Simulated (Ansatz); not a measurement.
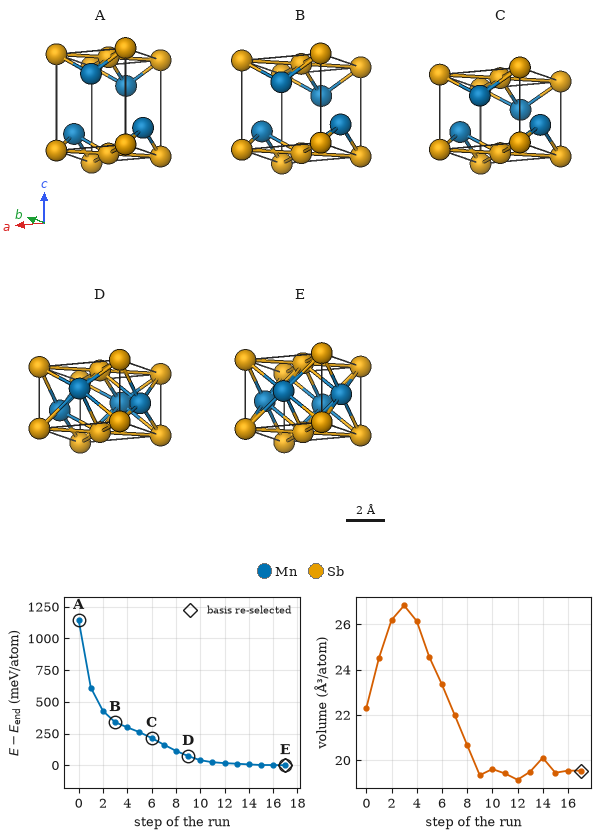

Frames of a relaxation of crystalline MnSb (built on the litharge_129 type) (coarse preliminary run), marked on the history of the run. The picture is a ball-and-stick view of the cell of the calculation, seen from a free direction.

Case: litharge type (P4/nmm, No. 129).

Computed with DFT PBE, scalar-relativistic, plane waves, PAW (Ansatz 0.2.0).

Input
```yaml
crystal:
  lattice:
    - [4.1334915535, 0.0, 0.0]
    - [0.0, 4.1334915535, 0.0]
    - [0.0, 0.0, 5.2230260119]
  atoms:
    - { symbol: Mn, position: [0.0, 0.5, 0.2351], spin: 2.58 }
    - { symbol: Mn, position: [0.5, 0.0, 0.7649], spin: 2.58 }
    - { symbol: Sb, position: [0.0, 0.0, 0.0] }
    - { symbol: Sb, position: [0.5, 0.5, 0.0] }
basis:
  ecutwfc: 420
kpoints:
  mp_grid: { grid: [4, 4, 4] }
hamiltonian:
  xc: pbe
scf:
  occupations: { method: gaussian, width: 0.1 }
  lower_state_search: "off"
output:
  forces: true
  stress: true
  eigenvalues: true
  populations: true
magnetization:
  spin_polarized: true
relax:
  adjacent_minimum: "off"
  f_tol: 0.04
  max_steps: 70
  cell: { stress_tol: 0.4 }
```

Run as
```bash
ansatz run input.yaml --threads 1 --pin off --max-ram 2560MiB --backend cpu --events-out ev --progress --plain --runs-dir out
```

Q: What happens along the run?

A: The energy falls by 1146 meV per atom in 16 accepted moves (17 points after the start). Largest force component: 4.4 eV/Å at the start, 0.00036 eV/Å at the end. The pressure goes from 26.95 to 0.14 GPa. At 1 point the geometry stayed and the basis and grid were re-selected for the new cell (energy shift of 1.6 meV per atom at most each time). The largest moves relative to the cell, 0.99 Å, are those of Mn1 and Mn2. Mn1 goes along +c. Sb stays in place. Cell: a = b 4.133 → 4.572 Å (+10.6 %), c 5.223 → 3.740 Å (−28.4 %). Volume −12.4 %. Among the contacts that change: Mn1–Sb3 4.498 → 2.953 Å, Mn1–Sb3 (another image) 2.404 → 2.953 Å, Sb3–Sb4 2.923 → 3.233 Å. Bond angles that change, for instance: Sb3–Mn1–Sb3 118.6° → 101.4°, Sb3–Mn1–Sb4 74.9° → 66.4°. The space group (tolerance 0.01 Å) goes from P4/nmm (No. 129) to P4/mmm (No. 123). From step 0 to 3: Mn atoms move most (0.23 Å), volume +20.3 %, energy −806 meV per atom. From step 3 to 6: Mn atoms move most (0.19 Å), volume −13.0 %, energy −125 meV per atom. From step 6 to 9: Mn atoms move most (0.27 Å), volume −17.2 %, energy −142 meV per atom. From step 9 to 17: Mn atoms move most (0.34 Å), volume +1.0 %, energy −72.4 meV per atom.

| step | E − E(0), meV/atom | largest force component, eV/Å | pressure, GPa | volume, Å³/atom | note |
| --- | --- | --- | --- | --- | --- |
| 0 | 0.00 | 4.3933 | 26.95 | 22.310 |  |
| 1 | -533.11 | 1.6400 | 10.98 | 24.516 |  |
| 2 | -717.35 | 0.5973 | 4.34 | 26.196 |  |
| 3 | -806.06 | 0.2452 | 0.78 | 26.838 |  |
| 4 | -847.19 | 0.1767 | -0.45 | 26.148 |  |
| 5 | -884.76 | 0.3974 | 0.05 | 24.556 |  |
| 6 | -931.11 | 0.5089 | -0.11 | 23.349 |  |
| 7 | -982.91 | 0.6147 | 0.09 | 22.015 |  |
| 8 | -1031.96 | 0.7228 | 0.75 | 20.673 |  |
| 9 | -1073.35 | 0.6491 | 2.68 | 19.340 |  |
| 10 | -1106.10 | 0.3233 | 0.12 | 19.611 |  |
| 11 | -1121.91 | 0.1107 | -0.73 | 19.417 |  |
| 12 | -1129.19 | 0.2717 | 0.32 | 19.139 |  |
| 13 | -1133.73 | 0.3385 | 0.24 | 19.495 |  |
| 14 | -1139.26 | 0.1198 | -1.87 | 20.109 |  |
| 15 | -1143.99 | 0.0029 | 0.23 | 19.448 |  |
| 16 | -1144.19 | 0.0004 | -0.06 | 19.541 |  |
| 17 | -1145.78 | 0.0004 | 0.14 | 19.541 | same geometry, new basis |

Limits of the set-up: the k-point mesh is coarse for a cell with partly filled bands.
